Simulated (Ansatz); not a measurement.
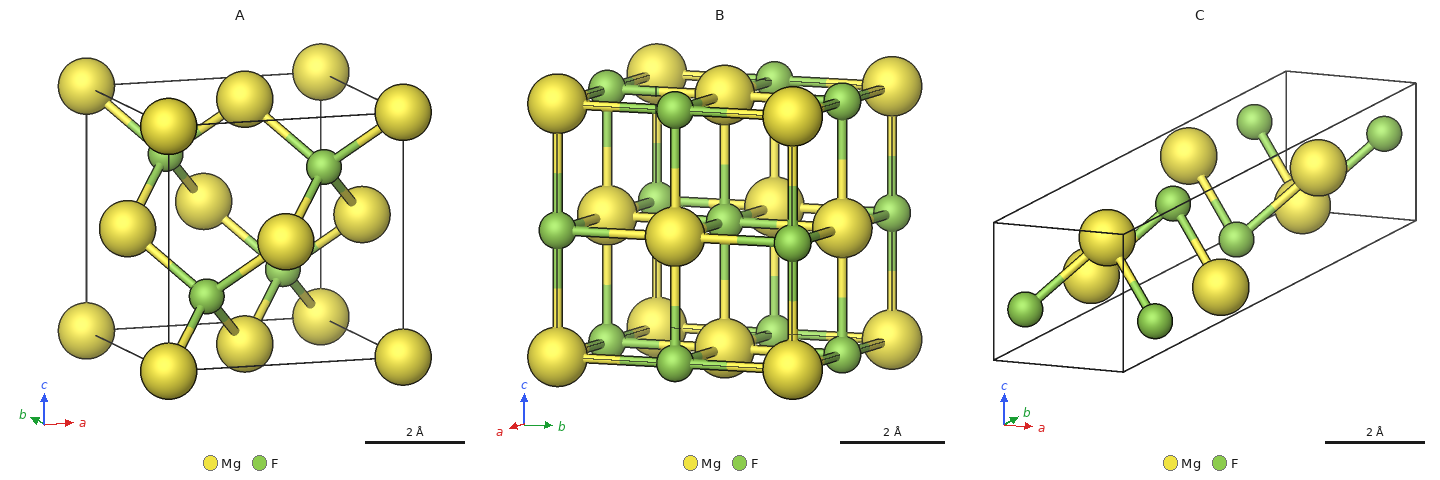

Three structures of MgF, each relaxed to rest (conventional cells in solid outline, small ones repeated, each panel with its own scale). Method: Ansatz 0.2.0, DFT PBE, scalar-relativistic, plane waves, PAW, without spin polarisation.

What are the structures shown?

A: zinc blende (sphalerite type), F-43m; B: rock salt (NaCl type), Fm-3m; C: 8 atoms a cell on a base-centred orthorhombic lattice, Cmcm.

Which of these is lowest in energy, and how far above it do the others lie?

C, then A (+121 meV/atom) and B (+340 meV/atom), energies at zero smearing.

Collect the results in a table.

| panel | structure | E − E(lowest) (meV/atom) | volume (Å³/atom) | gap (eV) |
| --- | --- | --- | --- | --- |
| C | Cmcm | 0 | 15.7 | metal |
| A | F-43m | 121 | 16.2 | metal |
| B | Fm-3m | 340 | 14.9 | metal |

Some of these may be structure types tried for this composition rather than known phases, and the most stable form need not be among them. Gaps are taken on the k-mesh or band path of each run.
